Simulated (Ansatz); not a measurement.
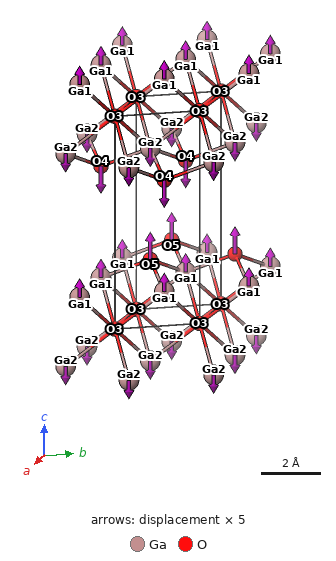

This is a relaxation of a crystal of Ga₂O₃ (built on the A-type La2O3 type). The starting structure is drawn; purple arrows show the displacements (the part carried along by the change of the cell is left out), 5 times their true length.

A ball-and-stick model of the cell of the calculation, seen slightly off an axis.

All numbers below come from DFT, LDA, plane waves, PAW in Ansatz 0.2.0. (plane-wave cutoff 420 eV; k-point mesh 12 × 12 × 4; occupations fermi dirac; smearing width 0.02 eV; no spin polarisation; cell and atoms relaxed; force threshold 0.005 eV/Å)

**Which element moves most?**

Oxygen: up to 0.20 Å, against 0.14 Å for gallium.

**What happened in the run?**

The largest moves relative to the cell, 0.20 Å, are those of O4 and O5. O4 goes along −c. Largest moves by element: O 0.20 Å, Ga 0.14 Å. The drawn cell changes as follows: a = b 3.025 → 2.971 Å (−1.8 %), c 7.506 → 6.595 Å (−12.1 %); the volume changes by −15.2 %. Among the contacts that change: Ga1–O3 2.248 → 2.202 Å, Ga1–O5 1.896 → 1.857 Å. The space group stays P-3m1 (No. 164). After 10 accepted moves (13 points after the start) the energy has fallen by 38.3 meV per atom. The largest force component goes from 0.65 to 0.00063 eV/Å. The pressure goes from −10.96 to −0.01 GPa. The SCF was repeated 3 times at an unchanged geometry on a basis and grid sized afresh for the cell, which shifted the energy by 4.4 meV per atom at most.
